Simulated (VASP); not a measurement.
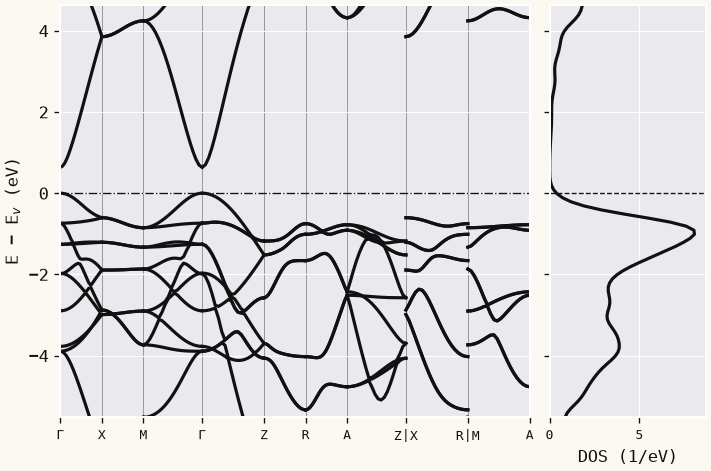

Band structure and density of states. Energies are counted from the top of the valence band. The DOS curve is built from the levels of the k mesh with Gaussians 0.55 eV wide, which also blur the band edges; ripples of that width can come from the mesh.

The VASP input:

POSCAR:
```
SnO2                                    
1.0
    4.8303018655     -0.0000000000      0.0000000000
    0.0000000000      4.8303018655      0.0000000000
    0.0000000000      0.0000000000      3.2420350121
  Sn              O             
     2     4
Direct
     0.5000000000000000    0.5000000000000000    0.5000000000000000
     1.0000000000000000    1.0000000000000000    1.0000000000000000
     0.1934719972760465    0.8065280027239535    0.5000000000000000
     0.8065280027239535    0.1934719972760465    0.5000000000000000
     0.3065280027239534    0.3065280027239534    0.0000000000000000
     0.6934719972760465    0.6934719972760465    1.0000000000000000
```

INCAR.step1:
```
PREC     = Accurate       # precision mode
ENCUT    = 520            # plane-wave cutoff, eV
EDIFF    = 1E-6           # SCF threshold, eV
ISMEAR   = 0              # smearing method
SIGMA    = 0.02           # smearing width, eV
LREAL    = False          # projectors in reciprocal space
LASPH    = True           # aspherical terms in the spheres
NELM     = 60             # most SCF steps
ALGO     = Fast           # electronic algorithm
ISIF     = 2              # what is computed and relaxed
LWAVE    = False          # write WAVECAR
LCHARG   = True           # write CHGCAR
GGA      = PE             # functional
KPAR     = 2
```

KPOINTS.step1:
```
regular mesh
0
Gamma
  7 7 10
```

INCAR.step2:
```
PREC     = Accurate       # precision mode
ENCUT    = 520            # plane-wave cutoff, eV
EDIFF    = 1E-6           # SCF threshold, eV
ISMEAR   = 0              # smearing method
SIGMA    = 0.05           # smearing width, eV
LREAL    = False          # projectors in reciprocal space
LASPH    = True           # aspherical terms in the spheres
NELM     = 60             # most SCF steps
ALGO     = Fast           # electronic algorithm
ISIF     = 2              # what is computed and relaxed
LWAVE    = False          # write WAVECAR
LCHARG   = False          # write CHGCAR
GGA      = PE             # functional
ICHARG   = 11             # starting density
KPAR     = 2
```

KPOINTS.step2:
```
path GXMGZRAZ,XR,MA
20
line-mode
reciprocal
 0.0000000000  0.0000000000  0.0000000000  G
 0.0000000000  0.5000000000  0.0000000000  X

 0.0000000000  0.5000000000  0.0000000000  X
 0.5000000000  0.5000000000  0.0000000000  M

 0.5000000000  0.5000000000  0.0000000000  M
 0.0000000000  0.0000000000  0.0000000000  G

 0.0000000000  0.0000000000  0.0000000000  G
 0.0000000000  0.0000000000  0.5000000000  Z

 0.0000000000  0.0000000000  0.5000000000  Z
 0.0000000000  0.5000000000  0.5000000000  R

 0.0000000000  0.5000000000  0.5000000000  R
 0.5000000000  0.5000000000  0.5000000000  A

 0.5000000000  0.5000000000  0.5000000000  A
 0.0000000000  0.0000000000  0.5000000000  Z

 0.0000000000  0.5000000000  0.0000000000  X
 0.0000000000  0.5000000000  0.5000000000  R

 0.5000000000  0.5000000000  0.0000000000  M
 0.5000000000  0.5000000000  0.5000000000  A
```

System: rutile-type SnO₂, space group P4_2/mnm (No. 136), 6 atoms in the cell.

VASP; PBE, VASP PAW PBE potentials, release 64 (Sn_d, O), no spin polarisation, no spin-orbit coupling, 7×7×10 k mesh, 520 eV cutoff, Gaussian smearing of 0.02 eV.

**What does the band structure say about the gap?**

The material is gapped. The gap along this path is 0.64 eV and direct: both edges lie at Γ.

**What are the direct gaps at A, Γ and X?**

The direct gaps are 5.10 eV at A, 0.64 eV at Γ and 4.46 eV at X.

**How many bands meet at the valence-band top?**

The top valence level at Γ is a single band, not degenerate (spin aside).

**Where is the tallest peak of the filled states in the window?**

Within the window shown, the tallest peak of the filled states lies 1.0 eV under the valence-band top, at about 8.1 states per eV and cell.

LDA, GGA and most meta-GGA functionals understate gaps. The cell was derived from a database entry in an earlier step, so it needn't be the measured one.
